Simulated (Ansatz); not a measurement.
**What a change does: band-structure calculation on LiCl**

System: LiCl (F-43m, 2 atoms in the cell).
Method of run 1: DFT, r2SCAN, plane waves, PAW, no spin polarisation (Ansatz 0.2.0).

The structure was built on a prototype by a generator. The geometry comes from this level: r2SCAN. Text and figures count atoms from 1; the logs count them from 0 in places.

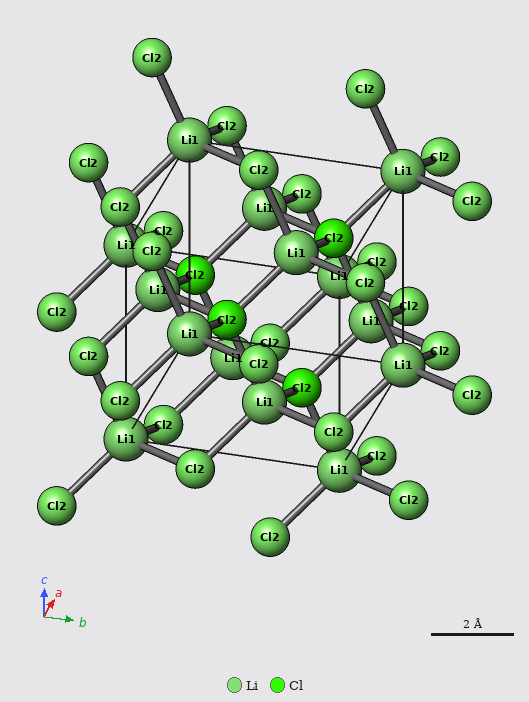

Figure 1. The input geometry (ball-and-stick view of the cell 4 times as large as that of the calculation, set on its symmetry axes, seen at an oblique angle; neighbours outside the cell are drawn fainter; atoms are numbered from 1 in the order of the input). Near neighbours in the crystal (not all of them lie inside the picture): Li has 4 Cl at 2.37 Å; Cl has 4 Li at 2.37 Å.

Input, run 1:
```yaml
crystal:
  lattice:
    - [0.0, 2.7330425368, 2.7330425368]
    - [2.7330425368, 0.0, 2.7330425368]
    - [2.7330425368, 2.7330425368, 0.0]
  atoms:
    - { symbol: Li, position: [0.0, 0.0, 0.0] }
    - { symbol: Cl, position: [0.25, 0.25, 0.25] }
kpoints:
  mp_grid: { grid: [8, 8, 8] }
  band_path:
    path:
      - [0.0, 0.0, 0.0]
      - [-0.5, -0.5, 0.0]
      - [-0.375, -0.375, 0.25]
      - [-0.375, 0.0, 0.375]
      - [0.0, 0.0, 0.5]
      - [-0.5, -0.25, 0.25]
    npoints: 1
hamiltonian:
  xc: r2scan
scf:
  occupations: { method: fixed }
  n_extra_bands: 4
output:
  forces: true
  stress: true
  eigenvalues: true
```

Command:
```bash
ansatz run input.yaml --threads 2 --pin off --max-ram 2764MiB --backend cpu --events-out ev --progress --plain --runs-dir out
```

Hardware: 2 threads of Arm Neoverse V1, 24 GiB of memory available, shared host.

Output, shortened to warnings, some set-up lines, iterations and results (run 1):
```
Basis set: ecut = 500 eV, 1037 PW (Γ), exchange–correlation on 120×120×120 points (64 copies of the dense FFT grid, shifted against one another)
Symmetry: 24 space group operations
k-points: 29 of 512 (time reversal used)
Initial density: superposition of atomic densities (neutral atoms: chi_scale 0, normalization atom), corrected by the library's trained network
[...]
SCF iter   1: F=—  HF=-1292.759713 eV  |F-HF|=—  |Δ(HF+E_count)|=         —  Δρ=4.04e-3  dr2=3.58e-3  dr2_τ=2.44e-3  ethr=1.77e-3  ⟨swp⟩=5.7  Hψ=1704  notcnv=0  defer=47
SCF iter   2: F=—  HF=-1292.781572 eV  |F-HF|=—  |Δ(HF+E_count)|=   2.19e-2  Δρ=1.79e-3  dr2=6.04e-4  dr2_τ=4.20e-5  ethr=3.58e-5  ⟨swp⟩=3.0  Hψ=764  notcnv=0  defer=49
SCF iter   3: F=—  HF=-1292.781696 eV  |F-HF|=—  |Δ(HF+E_count)|=   1.25e-4  Δρ=4.96e-4  dr2=4.71e-5  dr2_τ=8.93e-6  ethr=6.04e-6  ⟨swp⟩=2.0  Hψ=323  notcnv=0  defer=54
SCF iter   4: F=—  HF=-1292.781703 eV  |F-HF|=—  |Δ(HF+E_count)|=   6.91e-6  Δρ=2.87e-5  dr2=1.87e-7  dr2_τ=1.69e-8  ethr=4.71e-7  ⟨swp⟩=2.0  Hψ=404  notcnv=0  defer=16
SCF iter   5: F=-1292.781704 eV  HF=-1292.781704 eV  |F-HF|=1.15e-8  |Δ(HF+E_count)|=   4.89e-7  Δρ=5.31e-6  dr2=3.99e-9  dr2_τ=6.34e-10  ethr=1.87e-9  ⟨swp⟩=2.1  Hψ=379  …
SCF iter   6: F=-1292.781704 eV  HF=-1292.781704 eV  |F-HF|=3.28e-10  |Δ(HF+E_count)|=   1.19e-8  Δρ=7.35e-7  dr2=2.51e-10  dr2_τ=2.09e-11  ethr=3.99e-11  ⟨swp⟩=4.2  Hψ=1359  …
SCF 1 converged in 6 iterations: F = -1292.781704 eV  dr2 = 2.51e-10
NSCF: frozen V_eff on 6 k-points
SCF converged after 6 iterations
Free energy (F): -1292.781704 eV
Harris-Foulkes:  -1292.781704 eV  (|F-HF|=3.28e-10)
Internal energy: -1292.781704 eV  (E = F + TS)
E sigma→0 (E₀):  -1292.781704 eV
Fermi energy:    -0.625556 eV
--- Per-component energies (eV) ---
  E_band       = -125.663286
  E_kinetic    = 183.538606
  E_local      = -395.486745  (includes V_loc(G=0)·N_el)
  E_nonlocal   = -4.885071
  E_hartree    = 122.570497
  E_xc         = -115.238783
  E_vxc        = -150.722522  (∫ρ·V_xc dr)
  E_paw        = -688.511990  (= ΣΔE_a)
  E_vpaw       = -11.427879  (= ΣTr[D̂ρ^β])
  E_aug_tail   = -0.000059  (compensation charges beyond the density's cutoff)
  E_vtau       = 8.179521  (kinetic-family band-sum trace: ∫τ·v_τ [+ j·A + Jᵃ·Aᵃ] dr)
  E_ewald      = -394.631752
  E_core_change = -0.136407  (= ΣΔE_core)
  E_smearing   = -0.000000  (= −TS)
  E_closure    = -0.000000  (closes the sum)
  Σ components = -1292.781704   (vs F -1292.781704, Δ=0.00e0)
--- Forces (eV/Å), atoms counted from 1 ---
  atom   1  Li     0.00000000    -0.00000000     0.00000000
  atom   2  Cl     0.00000000    -0.00000000     0.00000000
  max |Σ_I F_I| component: 1.39e-16 eV/Å
--- Stress (GPa, compression-positive) ---
        0.015268       0.000000      -0.000000
       -0.000000       0.015268       0.000000
       -0.000000       0.000000       0.015268
  P = ⅓ Tr σ = 0.0153 GPa (0.153 kbar)
```

Run 2 used a changed input.

The two runs side by side:

| quantity | run 1 | run 2 |
| --- | --- | --- |
| outcome | converged | converged |
| free energy per atom (eV) | −646.3909 | −643.9373 |
| gap on the mesh (eV) | 6.71 | 6.05 |
| pressure (GPa) | 0.02 | 0.70 |
| largest force (eV/Å) | 0.000 | 0.000 |
| SCF iterations | 6 | 6 |
| irreducible k-points | 29 | 29 |
| plane waves at Γ | 1037 | 821 |
| wall time (shared host) | 2.1 s | 0.94 s |

What was changed in the input?

The change (lines with − go, lines with + come):
```diff
-  xc: r2scan
+  xc: pbe
```

The total energies belong to different methods, so their difference says nothing on which is more stable or more accurate. The gap on the mesh goes from 6.71 to 6.05 eV. The pressure goes from 0.02 to 0.70 GPa. The functional changes from r2SCAN to PBE. The number of SCF iterations is the same. The default cutoff goes from 500 to 420 eV with the change. The plane waves at Γ go from 1037 to 821.

Output, shortened to warnings, some set-up lines, iterations and results (run 2):
```
Basis set: ecut = 420 eV, 821 PW (Γ), exchange–correlation on 54×54×54 points (8 copies of the dense FFT grid, shifted against one another)
Symmetry: 24 space group operations
k-points: 29 of 512 (time reversal used)
Initial density: superposition of atomic densities (neutral atoms: chi_scale 0, normalization atom), corrected by the library's trained network
[...]
SCF iter   1: F=—  HF=-1287.874598 eV  |F-HF|=—  |Δ(HF+E_count)|=         —  Δρ=2.71e-4  dr2=1.27e-5  ethr=1.77e-3  ⟨swp⟩=5.1  Hψ=1655  notcnv=0  defer=40
SCF iter   2: F=—  HF=-1287.874607 eV  |F-HF|=—  |Δ(HF+E_count)|=   8.75e-6  Δρ=1.21e-4  dr2=6.78e-6  ethr=1.27e-7  ⟨swp⟩=2.9  Hψ=748  notcnv=0  defer=54
SCF iter   3: F=—  HF=-1287.874602 eV  |F-HF|=—  |Δ(HF+E_count)|=   4.78e-6  Δρ=5.32e-5  dr2=8.04e-7  ethr=6.78e-8  ⟨swp⟩=2.0  Hψ=369  notcnv=0  defer=56
SCF iter   4: F=-1287.874603 eV  HF=-1287.874603 eV  |F-HF|=2.23e-8  |Δ(HF+E_count)|=   5.88e-7  Δρ=1.31e-5  dr2=6.68e-8  ethr=8.04e-9  ⟨swp⟩=2.3  Hψ=366  notcnv=0  defer=56
SCF iter   5: F=-1287.874603 eV  HF=-1287.874603 eV  |F-HF|=2.60e-9  |Δ(HF+E_count)|=   7.08e-9  Δρ=2.97e-6  dr2=3.67e-9  ethr=6.68e-10  ⟨swp⟩=2.7  Hψ=392  notcnv=0  defer=56
SCF iter   6: F=-1287.874603 eV  HF=-1287.874603 eV  |F-HF|=6.37e-11  |Δ(HF+E_count)|=   1.38e-9  Δρ=4.81e-7  dr2=1.11e-10  ethr=3.67e-11  ⟨swp⟩=5.0  Hψ=1357  notcnv=0
SCF 1 converged in 6 iterations: F = -1287.874603 eV  dr2 = 1.11e-10
NSCF: frozen V_eff on 6 k-points
SCF converged after 6 iterations
Free energy (F): -1287.874603 eV
Harris-Foulkes:  -1287.874603 eV  (|F-HF|=6.37e-11)
Internal energy: -1287.874603 eV  (E = F + TS)
E sigma→0 (E₀):  -1287.874603 eV
Fermi energy:    -0.210212 eV
--- Per-component energies (eV) ---
  E_band       = -117.979596
  E_kinetic    = 183.902037
  E_local      = -396.172245  (includes V_loc(G=0)·N_el)
  E_nonlocal   = -4.646099
  E_hartree    = 122.723543
  E_xc         = -118.550960
  E_vxc        = -136.722994  (∫ρ·V_xc dr)
  E_paw        = -680.499228  (= ΣΔE_a)
  E_vpaw       = -9.787337  (= ΣTr[D̂ρ^β])
  E_aug_tail   = 0.000102  (compensation charges beyond the density's cutoff)
  E_ewald      = -394.631752
  E_smearing   = -0.000000  (= −TS)
  E_closure    = -0.000000  (closes the sum)
  Σ components = -1287.874603   (vs F -1287.874603, Δ=0.00e0)
--- Forces (eV/Å), atoms counted from 1 ---
  atom   1  Li     0.00000000    -0.00000000    -0.00000000
  atom   2  Cl     0.00000000    -0.00000000    -0.00000000
  max |Σ_I F_I| component: 1.94e-16 eV/Å
--- Stress (GPa, compression-positive) ---
        0.699288       0.000000      -0.000000
       -0.000000       0.699288       0.000000
       -0.000000       0.000000       0.699288
  P = ⅓ Tr σ = 0.6993 GPa (6.993 kbar)
```
